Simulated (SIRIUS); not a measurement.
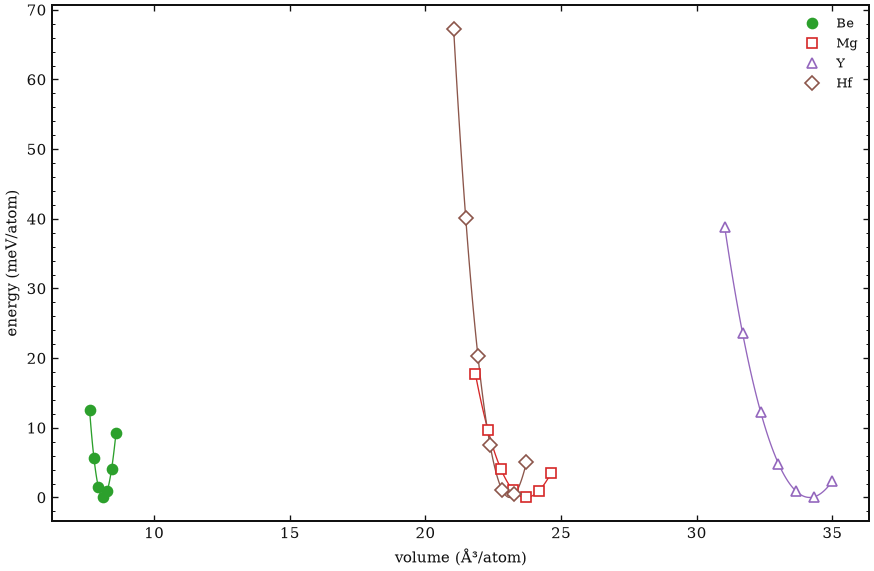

The picture above shows the energy against volume, with one curve for each element, for Be, Hf, Mg and Y (all in space group P6_3/mmc (No. 194)).

How it was computed, with SIRIUS 7.12.0: all-electron LAPW DFT, no spin polarisation; energies at scaled volumes of the given cell, shape and fractions fixed, counted from the fit's minimum, third-order Birch-Murnaghan fit. Level: RPBE.

- occupations: Fermi–Dirac
- smearing width: 0.05 eV
- potentials: all electron FP LAPW

Settings that differ: Be: k mesh 13×13×8; Mg: k mesh 10×10×5; Y: k mesh 8×8×5; Hf: k mesh 10×10×5.

### Order the curves by fitted equilibrium volume, smallest first.

Be 8.121, Hf 23.104, Mg 23.708, Y 34.164 Å³/atom.

### Order the curves by fitted bulk modulus, smallest first.

Mg 33.6, Y 38.3, Hf 101.8, Be 118.1 GPa.

Limits of the calculation: shape and atomic fractions are frozen while scaling, which makes layered, chain and framework solids too stiff.
